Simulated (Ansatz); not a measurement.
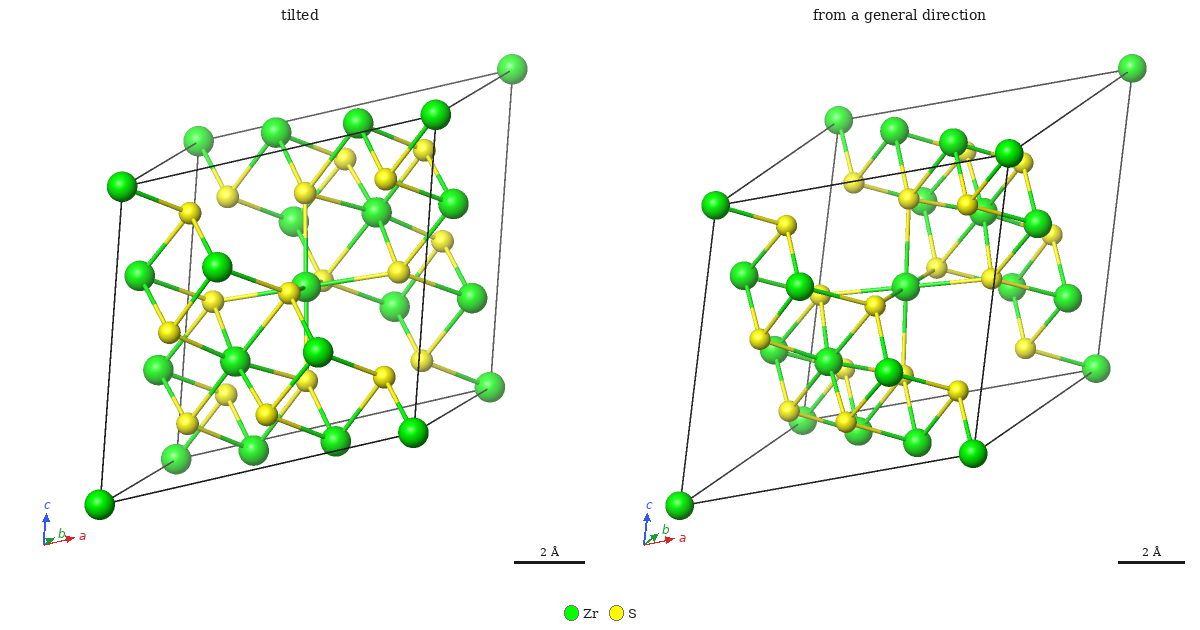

The figure gives a ball-and-stick picture of the atoms, viewed slightly off an axis and from a general direction. The supercell is drawn as a box. The host is ZrS2, in a cell of 27 sites, and the cell carries a charge of +3.

> Identify the point defect.

An interstitial zirconium atom. It is bonded to six S in a distorted octahedral arrangement at about 2.7 Å. Not all metal-metal contacts are counted.

The calculation used DFT PBE, scalar-relativistic, plane waves, PAW in Ansatz 0.2.0, with an energy cutoff of 420 eV, a 2×2×2 mesh of k-points, Gaussian smearing of 0.01 eV, collinear spins.

> Is the defect magnetic?

Yes, 0.5 μB in the cell.

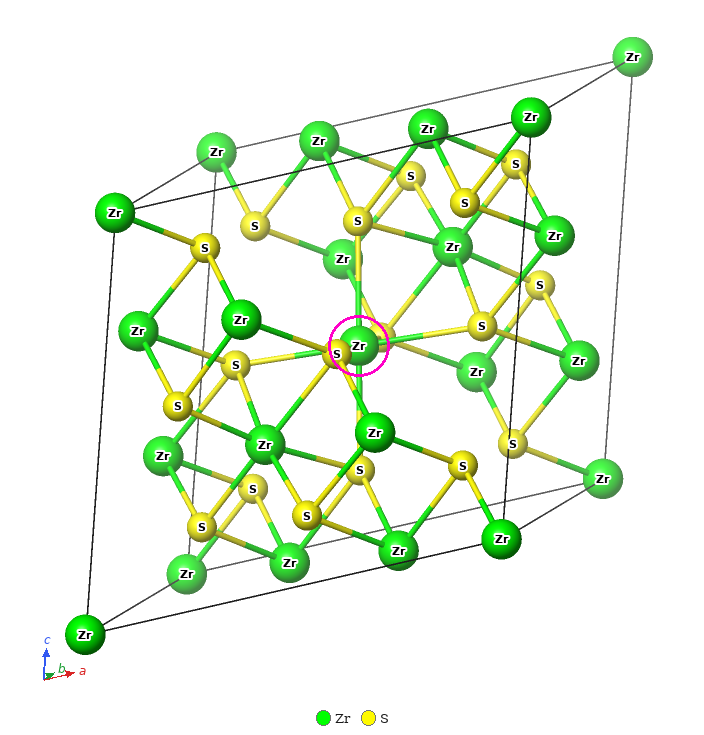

The same cell with a ring at the defect's site.

The atoms were relaxed in the host's cell with Ansatz, DFT PBE, scalar-relativistic, plane waves, PAW.
